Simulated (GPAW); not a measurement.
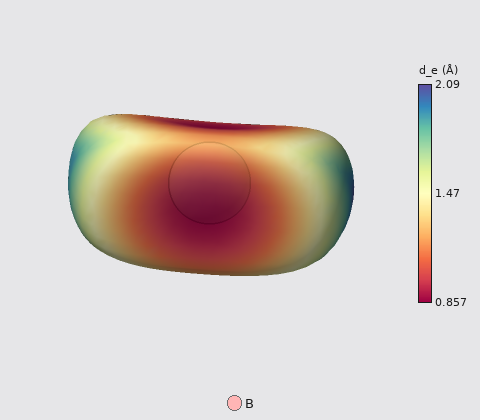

Hirshfeld surface computed for one B atom in BN (R3m), coloured by d_e.

The surface is where the fragment's share of the procrystal density (the sum of the densities of spherically averaged neutral Hartree-Fock atoms) equals one half. d_i and d_e are the distances from the surface to the nearest nucleus inside and outside.

Source of the atomic positions: a cell listed in the Materials Project, as set up for an electronic-structure calculation.

```
N B
1.0
     2.50224    0.00000    0.00000
    -1.25112    2.16701    0.00000
     0.00000    0.00000   10.11880
N B
3 3
Direct
  0.66667 0.33333 0.00057
  0.33333 0.66667 0.33390
  0.00000 0.00000 0.66724
  0.00000 0.00000 0.00033
  0.66667 0.33333 0.33366
  0.33333 0.66667 0.66700
```

**What is the shortest distance from the fragment to an atom outside it?**

B–N, 1.44 Å.

**How is the surface shared among contacts (nearest atom inside ··· nearest atom outside)?**

B···N 100 %. The surface faces 3 neighbours with more than 2 % of its area each: 3 N.

**Give the size and shape of the surface.**

It encloses about 4.8 Å³, has an area of about 16 Å² and a globularity of 0.88 (1 for a sphere).
